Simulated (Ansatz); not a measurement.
Consider GaSb$_{3}$.

Input

```
crystal:
  lattice:
    - [0.0, 3.8037624973, 3.8037624973]
    - [3.8037624973, 0.0, 3.8037624973]
    - [3.8037624973, 3.8037624973, 0.0]
  atoms:
    - { symbol: Sb, position: [0.5, 0.5, 0.5] }
    - { symbol: Sb, position: [0.75, 0.75, 0.75] }
    - { symbol: Sb, position: [0.25, 0.25, 0.25] }
    - { symbol: Ga, position: [0.0, 0.0, 0.0] }
hamiltonian:
  xc: r2scan
  pseudopotentials: { kind: paw }
kpoints:
  mp_grid: { grid: [6, 6, 6] }
scf:
  occupations: { method: fermi_dirac, width: 0.05 }
output:
  forces: true
  stress: true
  eigenvalues: true
  write_density: true
  write_potential: true
  elf: true
  volumetric_format: npy
```

Launched as:

```sh
ansatz run input.yaml --threads 2 --pin off --max-ram 5632MiB --backend cpu --events-out ev --progress --plain --runs-dir out
```

Below, planes, directions and counts refer to the conventional cell (a = 7.61 Å, b = 7.61 Å, c = 7.61 Å, α = 90.00°, β = 90.00°, γ = 90.00°).

Space group Fm-3m; a structure from a database of computed crystals, not necessarily the ambient phase; computed pressure about −4 GPa in this cell.

These are results of Ansatz 0.2.0, Kohn-Sham DFT of a periodic cell, r2SCAN, Ansatz PAW, not measurements.

Question: Predict the valence pseudo-density and electron localisation function between the atoms.

Answer: Ga–Sb (3.29 Å): ρ is about 0.14 e/Å³ halfway; the ELF is about 0.40 at the midpoint.

Question: Does the calculation make it a metal, or give it a gap?

Answer: It is metallic or semimetallic at this level of theory: no gap opens.

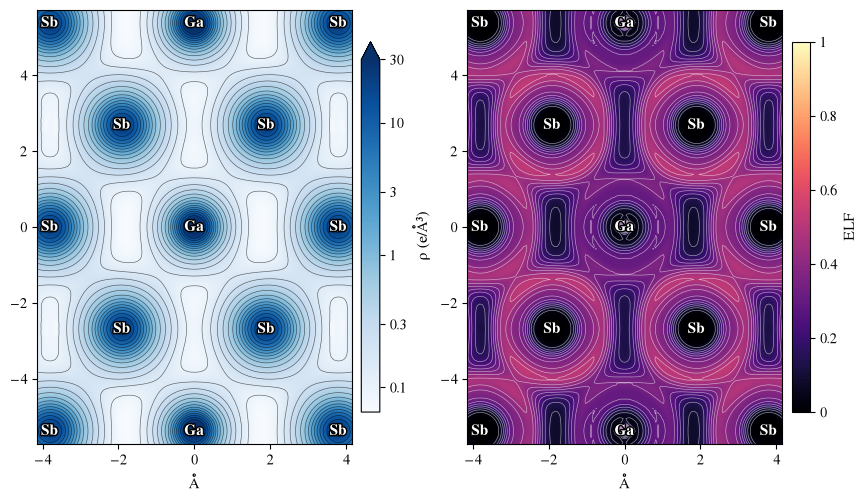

Computed valence pseudo-density and electron localisation function on the (101) plane of the conventional cell, in this order. 
